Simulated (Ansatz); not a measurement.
# GaN: 8 runs along one coordinate

System: GaN (Imm2, 2 atoms in the cell).
Method: DFT r2SCAN, scalar-relativistic, plane waves, PAW, no spin polarisation (Ansatz 0.2.0).

The 8 runs differ only in the geometry, by a shift of atoms along one path in a fixed cell. The shift s is measured from run 5: N2 moves along the Cartesian direction (0.00, 1.00, 0.00), and Ga1 with it in fixed proportion. The structure derives from a Materials Project entry.

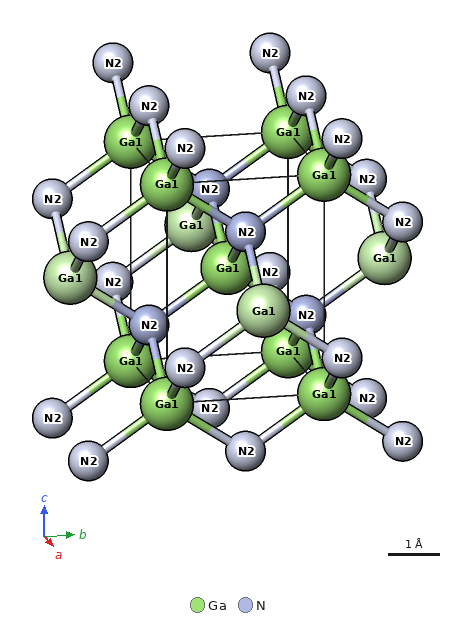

Figure 1. The structure of run 5 (ball-and-stick view of the cell 2 times as large as that of the calculation, set on its symmetry axes, seen slightly off an axis; neighbours outside the cell are drawn fainter; atoms are numbered from 1 in the order of the input). An atom can appear more than once, as a periodic image.

### Input of run 5
```yaml
crystal:
  lattice:
    - [0.0, 2.2489367689, 2.2489367689]
    - [2.2489367689, 0.0, 2.2489367689]
    - [2.2489367689, 2.2489367689, 0.0]
  atoms:
    - { symbol: Ga, position: [-0.0020098995, 0.0020098995, -0.0020098995] }
    - { symbol: "N", position: [0.7600047277, 0.7399952723, 0.7600047277] }
basis:
  ecutwfc: 500
kpoints:
  mp_grid: { grid: [10, 10, 10] }
hamiltonian:
  xc: r2scan
scf:
  occupations: { method: gaussian, width: 0.05 }
output:
  forces: true
  stress: true
  eigenvalues: true
```

Command:
```bash
ansatz run input.yaml --threads 2 --pin off --max-ram 5120MiB --backend cpu --events-out ev --progress --plain --runs-dir out
```

Lattice vectors (Å) and fractional positions of run 5:
```
   0.000000    2.248937    2.248937
   2.248937    0.000000    2.248937
   2.248937    2.248937    0.000000
Ga -0.002010  0.002010 -0.002010
N   0.760005  0.739995  0.760005
```

Run 2 differs from it as follows:
```diff
-    - { symbol: Ga, position: [-0.0020098995, 0.0020098995, -0.0020098995] }
-    - { symbol: "N", position: [0.7600047277, 0.7399952723, 0.7600047277] }
+    - { symbol: Ga, position: [0.002679866, -0.002679866, 0.002679866] }
+    - { symbol: "N", position: [0.7366603631, 0.7633396369, 0.7366603631] }
```

### Results, with one run withheld

| run | shift s of N2 (Å) | free energy per atom, from the lowest run given (meV) | pressure (GPa) | gap on the mesh (eV) | force along the path (eV/Å) |
| --- | --- | --- | --- | --- | --- |
| 1 | −0.1650 | 64.51 | 2.15 | 1.96 | 2.155 |
| 2 | −0.1050 | ? | ? | ? | ? |
| 3 | −0.0300 | 0.00 | 0.04 | 2.13 | −0.277 |
| 4 | −0.0150 | 3.11 | 0.14 | 2.10 | −0.553 |
| 5 | 0.0000 | 8.29 | 0.31 | 2.07 | −0.827 |
| 6 | 0.0300 | 24.78 | 0.85 | 2.02 | −1.370 |
| 7 | 0.0450 | 36.05 | 1.22 | 2.00 | −1.636 |
| 8 | 0.0600 | 49.30 | 1.65 | 1.98 | −1.898 |

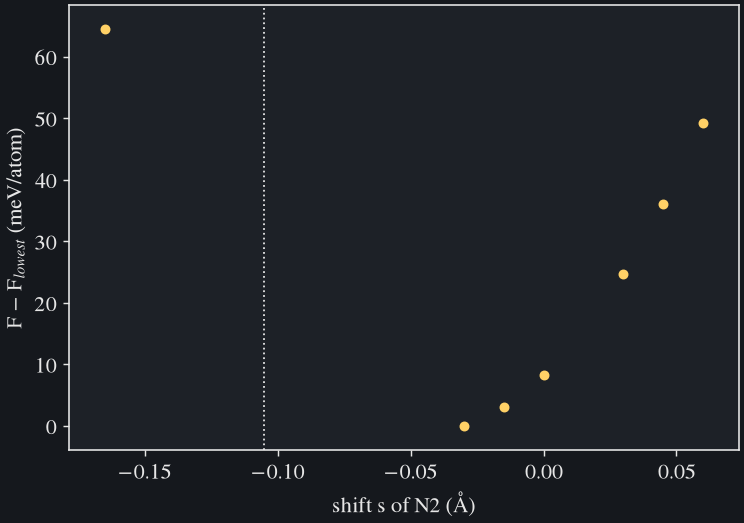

Figure 2. Free energy per atom of the runs given; the dotted line marks run 2.

Estimate the energy of run 2 from the others.

A cubic polynomial in the coordinate, fitted to the 7 runs given, misses them by at most 0.02 meV per atom. With x = s + 0.0107, it reads F = 4.4024 + 316.59 x + 4528.8 x² − 308.85 x³ (meV per atom). At run 2 it gives 15.08 meV per atom, and the run itself gives 15.52. The slope of the fit gives a force −dF/ds of 1.092 eV/Å along the path (summed over the atoms that move), and the printed forces give 1.100 eV/Å. The fit has its minimum at s = −0.0455 Å. The gap on the mesh lies between 1.96 eV (run 1) and 2.13 eV (run 3); run 2 has 2.05 eV. These are gaps of this functional on this mesh, which can miss the band edges; they aren't the measured gap.

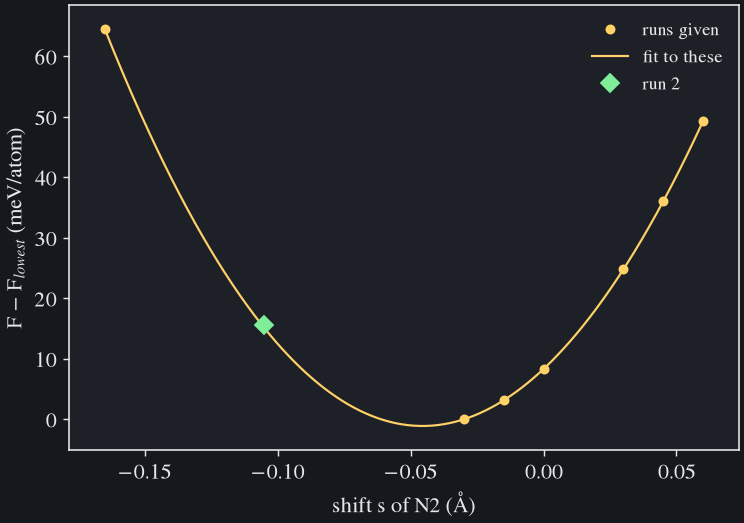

Figure 3. The fit and the withheld run.

### Output, shortened to warnings, some set-up lines, iterations and results (run 2)
```
Basis set: ecut = 500 eV, 561 PW (Γ), exchange–correlation on 96×96×96 points (64 copies of the dense FFT grid, shifted against one another)
Symmetry: 4 space group operations
k-points: 171 of 1000 (time reversal used)
Initial density: superposition of atomic densities (neutral atoms: chi_scale 0, normalization atom), corrected by the library's trained network
[...]
SCF iter   1: F=—  HF=-4176.308282 eV  |F-HF|=—  |Δ(HF+E_count)|=         —  Δρ=1.24e-2  dr2=1.35e-2  dr2_τ=9.61e-2  ethr=1.77e-3  ⟨swp⟩=4.8  Hψ=11271  notcnv=0
SCF iter   2: F=—  HF=-4176.339835 eV  |F-HF|=—  |Δ(HF+E_count)|=   3.16e-2  Δρ=4.55e-3  dr2=2.92e-3  dr2_τ=1.07e-4  ethr=7.50e-5  ⟨swp⟩=2.0  Hψ=5814  notcnv=0
SCF iter   3: F=—  HF=-4176.339913 eV  |F-HF|=—  |Δ(HF+E_count)|=   7.84e-5  Δρ=3.16e-3  dr2=7.36e-4  dr2_τ=6.13e-5  ethr=1.62e-5  ⟨swp⟩=2.0  Hψ=4231  notcnv=0
SCF iter   4: F=—  HF=-4176.340007 eV  |F-HF|=—  |Δ(HF+E_count)|=   9.35e-5  Δρ=7.53e-4  dr2=1.00e-4  dr2_τ=3.13e-5  ethr=4.09e-6  ⟨swp⟩=3.0  Hψ=3771  notcnv=0
SCF iter   5: F=—  HF=-4176.339997 eV  |F-HF|=—  |Δ(HF+E_count)|=   1.01e-5  Δρ=1.43e-4  dr2=4.47e-6  dr2_τ=2.52e-7  ethr=5.57e-7  ⟨swp⟩=2.1  Hψ=2899  notcnv=0
SCF iter   6: F=—  HF=-4176.339997 eV  |F-HF|=—  |Δ(HF+E_count)|=   3.70e-8  Δρ=9.81e-5  dr2=2.12e-6  dr2_τ=1.19e-7  ethr=2.48e-8  ⟨swp⟩=2.0  Hψ=3381  notcnv=0
SCF iter   7: F=—  HF=-4176.339996 eV  |F-HF|=—  |Δ(HF+E_count)|=   2.85e-7  Δρ=4.75e-5  dr2=5.01e-7  dr2_τ=5.35e-9  ethr=1.18e-8  ⟨swp⟩=1.0  Hψ=2224  notcnv=0
SCF iter   8: F=-4176.339996 eV  HF=-4176.339996 eV  |F-HF|=1.44e-8  |Δ(HF+E_count)|=   9.10e-8  Δρ=9.97e-6  dr2=2.31e-8  dr2_τ=1.87e-10  ethr=5.56e-10  ⟨swp⟩=2.9  Hψ=7800  …
SCF 1 converged in 8 iterations: F = -4176.339996 eV  dr2 = 2.31e-8
SCF converged after 8 iterations
Free energy (F): -4176.339996 eV
Harris-Foulkes:  -4176.339996 eV  (|F-HF|=1.44e-8)
Internal energy: -4176.339996 eV  (E = F + TS)
E sigma→0 (E₀):  -4176.339996 eV
Fermi energy:    10.613893 eV
--- Per-component energies (eV) ---
  E_band       = -15.137147
  E_kinetic    = 247.145756
  E_local      = -1949.221869  (includes V_loc(G=0)·N_el)
  E_nonlocal   = 476.354913
  E_hartree    = 899.234619
  E_xc         = -121.799486
  E_vxc        = -143.677537  (∫ρ·V_xc dr)
  E_paw        = -2137.160903  (= ΣΔE_a)
  E_vpaw       = -452.059930  (= ΣTr[D̂ρ^β])
  E_aug_tail   = -0.000021  (compensation charges beyond the density's cutoff)
  E_vtau       = 7.854114  (kinetic-family band-sum trace: ∫τ·v_τ [+ j·A + Jᵃ·Aᵃ] dr)
  E_ewald      = -1590.210370
  E_core_change = -0.682634  (= ΣΔE_core)
  E_smearing   = -0.000000  (= −TS)
  E_closure    = -0.000000  (closes the sum)
  Σ components = -4176.339996   (vs F -4176.339996, Δ=0.00e0)
--- Forces (eV/Å), atoms counted from 1 ---
  atom   1  Ga    -0.00000000    -0.91580053     0.00000000
  atom   2  N      0.00000000     0.91580338     0.00000000
  max |Σ_I F_I| component: 2.85e-6 eV/Å
--- Stress (GPa, compression-positive) ---
        0.790068       0.000000      -4.287545
       -0.000000       0.052994       0.000000
       -4.287545       0.000000       0.790068
  P = ⅓ Tr σ = 0.5444 GPa (5.444 kbar)
```
